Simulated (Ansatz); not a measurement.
System: WSe$_{2}$.

The calculation's input:

```
crystal:
  lattice:
    - [3.1742229892, 0.0, 0.0]
    - [-1.5871114946, 2.7489577459, 0.0]
    - [0.0, 0.0, 12.0867592664]
  atoms:
    - { symbol: W, position: [0.3333333333, 0.6666666667, 0.25] }
    - { symbol: W, position: [0.6666666667, 0.3333333333, 0.75] }
    - { symbol: Se, position: [0.3333333333, 0.6666666667, 0.6121042529] }
    - { symbol: Se, position: [0.6666666667, 0.3333333333, 0.1121042529] }
    - { symbol: Se, position: [0.3333333333, 0.6666666667, 0.8878957471] }
    - { symbol: Se, position: [0.6666666667, 0.3333333333, 0.3878957471] }
basis:
  ecutwfc: 420
kpoints:
  mp_grid: { grid: [12, 12, 2] }
hamiltonian:
  xc: pbesol
  dispersion: d3bj
scf:
  occupations: { method: gaussian, width: 0.02 }
output:
  forces: true
  stress: true
  eigenvalues: true
  write_density: true
  write_potential: true
  elf: true
  volumetric_format: npy
relax:
  adjacent_minimum: "off"
  f_tol: 0.01
  max_steps: 30
  cell: { stress_tol: 0.1, fix: [volume] }
```

Run with:

```sh
ansatz run input.yaml --threads 1 --pin off --max-ram 2560MiB --backend cpu --events-out ev --progress --plain --runs-dir out
```

Below, planes, directions and counts refer to the conventional cell (a = 3.18 Å, b = 3.18 Å, c = 12.03 Å, α = 90.00°, β = 90.00°, γ = 120.00°).

The fields are those of the run's last geometry, not of the input's.

Space group P6₃/mmc; changed on purpose from its base cell (volume × 0.94, shape and atoms relaxed); computed pressure about 6 GPa in this cell.

The calculation used DFT PBEsol+D3(BJ), scalar-relativistic, plane waves, PAW (Ansatz).

**What can the converged valence pseudo-density and electron localisation function tell about the bonding?**

W–Se (2.49 Å): ρ is about 0.58 e/Å³ halfway; the ELF is about 0.50 at the midpoint.

**Does the calculation make it a metal, or give it a gap?**

It is gapped, with a Kohn–Sham gap of 0.49 eV on the k-point mesh, an upper bound to the gap of this method.

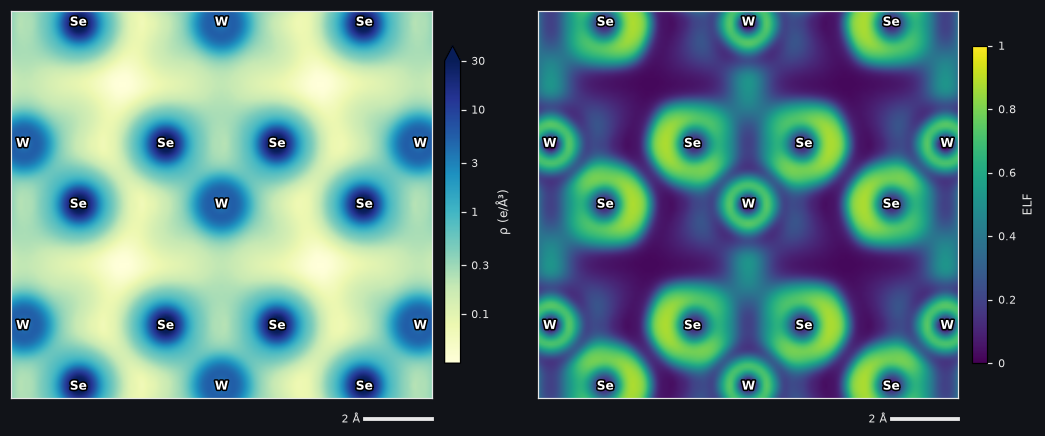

Computed valence pseudo-density and electron localisation function on the (110) plane of the conventional cell, in this order. 

In a PAW calculation such maps are meaningful between the atoms, not at the nuclei.
